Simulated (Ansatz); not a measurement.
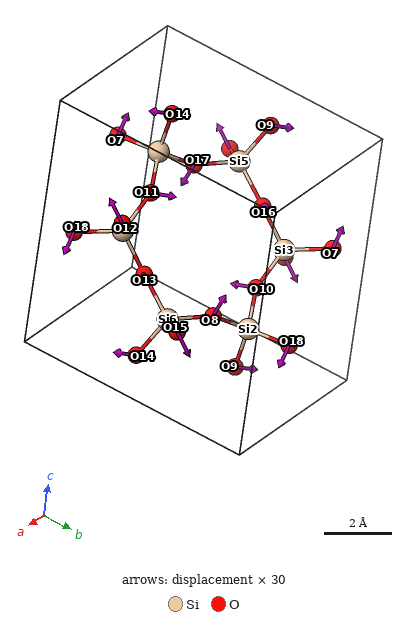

A relaxation of crystalline SiO2 (set up in Im-3m). The starting structure is drawn; purple arrows show the displacements, 30 times their true length.

The picture is a ball-and-stick view of the cell of the calculation, seen slightly off an axis.

Case: volume × 0.88, shape and atoms relaxed.

Method: DFT LDA, scalar-relativistic, plane waves, PAW (Ansatz 0.2.0).

The input:
```yaml
crystal:
  lattice:
    - [-4.2697403481, 4.2697403481, 4.2697403481]
    - [4.2697403481, -4.2697403481, 4.2697403481]
    - [4.2697403481, 4.2697403481, -4.2697403481]
  atoms:
    - { symbol: Si, position: [0.5, 0.25, 0.75] }
    - { symbol: Si, position: [0.5, 0.75, 0.25] }
    - { symbol: Si, position: [0.25, 0.75, 0.5] }
    - { symbol: Si, position: [0.75, 0.25, 0.5] }
    - { symbol: Si, position: [0.25, 0.5, 0.75] }
    - { symbol: Si, position: [0.75, 0.5, 0.25] }
    - { symbol: O, position: [0.3470058209, 0.0, 0.6529941791] }
    - { symbol: O, position: [0.6529941791, 0.6529941791, 0.3059883581] }
    - { symbol: O, position: [0.3470058209, 0.6529941791, 0.0] }
    - { symbol: O, position: [0.3470058209, 0.6940116419, 0.3470058209] }
    - { symbol: O, position: [0.6529941791, 0.3059883581, 0.6529941791] }
    - { symbol: O, position: [0.0, 0.3470058209, 0.6529941791] }
    - { symbol: O, position: [0.6940116419, 0.3470058209, 0.3470058209] }
    - { symbol: O, position: [0.6529941791, 0.3470058209, 0.0] }
    - { symbol: O, position: [0.0, 0.6529941791, 0.3470058209] }
    - { symbol: O, position: [0.3059883581, 0.6529941791, 0.6529941791] }
    - { symbol: O, position: [0.3470058209, 0.3470058209, 0.6940116419] }
    - { symbol: O, position: [0.6529941791, 0.0, 0.3470058209] }
basis:
  ecutwfc: 420
kpoints:
  mp_grid: { grid: [4, 4, 4] }
hamiltonian:
  xc: lda
scf:
  occupations: { method: gaussian, width: 0.02 }
output:
  forces: true
  stress: true
  eigenvalues: true
relax:
  adjacent_minimum: "off"
  f_tol: 0.01
  max_steps: 30
```

Run as
```bash
ansatz run input.yaml --threads 4 --pin off --max-ram 10240MiB --backend cpu --events-out ev --progress --plain --runs-dir out
```

**Atoms of which element are displaced furthest, and by how much?**

Oxygen: up to 0.030 Å, against 0.000 Å for silicon.

**What happened in the run?**

The largest moves, 0.030 Å, are those of 12 atoms (O7, O8, O9, O10 and others). O14 goes along [1 −1 0]. Si stays in place. The cell stays as it was. Among the contacts that change: Si1–O11 1.547 → 1.554 Å. Among the angles between lasting bonds that change: O9–Si5–O17 115.2° → 117.4°, Si4–O12–Si5 154.8° → 152.6°. The space group stays Im-3m (No. 229). Over 2 accepted moves (3 points after the start) the energy falls by 2.9 meV per atom. The largest force component goes from 0.21 to 0.0039 eV/Å. 1 step only repeated the SCF at the same geometry. The run took 11 s on 4 threads of Oxide Virtual Turin-like Processor (Zen 5) (shared host), peak memory 0.82 GiB.
